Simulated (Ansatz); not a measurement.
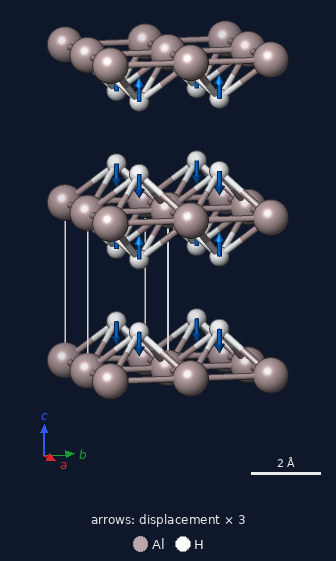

This is a relaxation of a crystal of AlH₂ (a generated structure, set up in P4/mmm) (coarse preliminary run). The starting structure is drawn; blue arrows show the displacements (the part carried along by the change of the cell is left out), magnified 3 times.

A ball-and-stick model of the cell of the calculation, repeated 2 × 2 × 2 with one cell outlined, seen slightly off an axis.

These are results of DFT PBE, scalar-relativistic, plane waves, PAW in Ansatz, not measurements.

Input file:
```yaml
crystal:
  lattice:
    - [2.43422664, 0.0, 0.0]
    - [0.0, 2.43422664, 0.0]
    - [0.0, 0.0, 4.65078749]
  atoms:
    - { symbol: Al, position: [0.0, 0.0, 0.0] }
    - { symbol: H, position: [0.5, 0.5, 0.27000001] }
    - { symbol: H, position: [0.5, 0.5, 0.72999999] }
basis:
  ecutwfc: 420
kpoints:
  mp_grid: { grid: [8, 8, 4] }
hamiltonian:
  xc: pbe
scf:
  occupations: { method: gaussian, width: 0.1 }
  lower_state_search: "off"
output:
  forces: true
  stress: true
  eigenvalues: true
relax:
  adjacent_minimum: "off"
  f_tol: 0.04
  max_steps: 70
  cell: { stress_tol: 0.4 }
```

Command:
```bash
ansatz run input.yaml --threads 1 --pin off --max-ram 2560MiB --backend cpu --events-out ev --progress --plain --runs-dir out
```

Q: What did the optimiser do to the structure, and how much energy did it gain?

A: The largest moves relative to the cell, 0.24 Å, are those of H2 and H3. H2 goes along −c. Al stays in place. Cell: a = b 2.434 → 2.580 Å (+6.0 %), c 4.651 → 4.716 Å (+1.4 %). Volume +13.9 %. Near-neighbour distances that change, for instance: Al1–Al1 2.434 → 2.580 Å, Al1–H2 2.131 → 2.096 Å. The space group stays P4/mmm (No. 123). Over 4 accepted moves (5 points after the start) the energy falls by 172 meV per atom. Largest force component: 1.1 eV/Å at the start, 0.0046 eV/Å at the end. Pressure: 7.20 GPa at the start and 0.12 GPa at the end. The SCF was repeated once at an unchanged geometry on a basis and grid sized afresh for the cell, which shifted the energy by 1.6 meV per atom at most.
